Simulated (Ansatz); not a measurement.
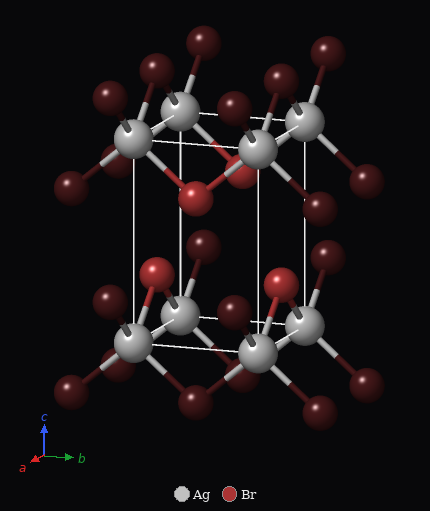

Ball-and-stick drawing of the structure, looking slightly off an axis. Thin lines show the conventional unit cell, with boundary atoms drawn in all their periodic places. Atoms just outside the outline that bond to atoms inside are added, in fainter colours. Cell: a = 3.98 Å, b = 3.98 Å, c = 6.26 Å, α = 90.00°, β = 90.00°, γ = 90.00°.

The starting point was a structure type filled with these elements by a generator (whether the compound takes this form wasn't checked). Earlier steps of the study may have refined or changed the cell and positions. A calculation with Ansatz used it as input.

Q: Describe the arrangement of the atoms.

A: Formula: AgBr2. The atoms follow space group P-4m2 (No. 115); the Bravais lattice is primitive tetragonal. Counting shared atoms by their share gives 1 Ag, 2 Br, or 3 atoms. Ag bonds to four Br in a distorted tetrahedral arrangement at about 2.6 Å. Each Br has two Ag in a bent arrangement at about 2.6 Å. The bonds build AgBr2 layers parallel to (001).

All computed values are from DFT PBE, scalar-relativistic, plane waves, PAW (Ansatz 0.2.0). Settings: a kinetic-energy cutoff of 420 eV, a 12×12×8 k-point grid, Gaussian smearing of 0.1 eV, no spin polarisation.

Q: Is it conducting or gapped at this level?

A: A metal: bands cross the Fermi level.

Q: How are the electrons shared out in a Bader analysis?

A: Ag +0.54 e; Br -0.27 e.

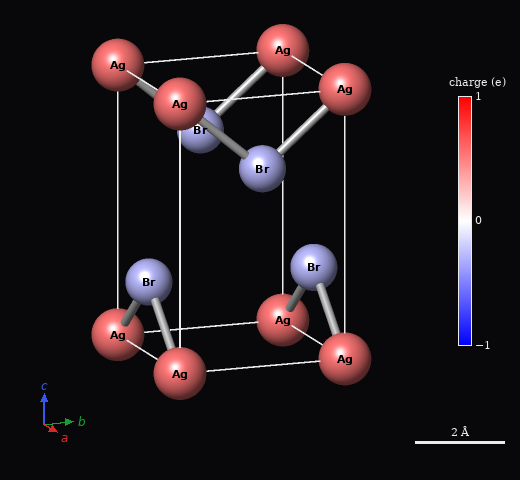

The atoms coloured by those charges. The run's cell of 3 atoms is drawn.

Q: Do the forces and the stress vanish for this geometry?

A: Yes. All forces vanish to within 0.01 eV/Å. The pressure is 0.0 GPa, close to zero.
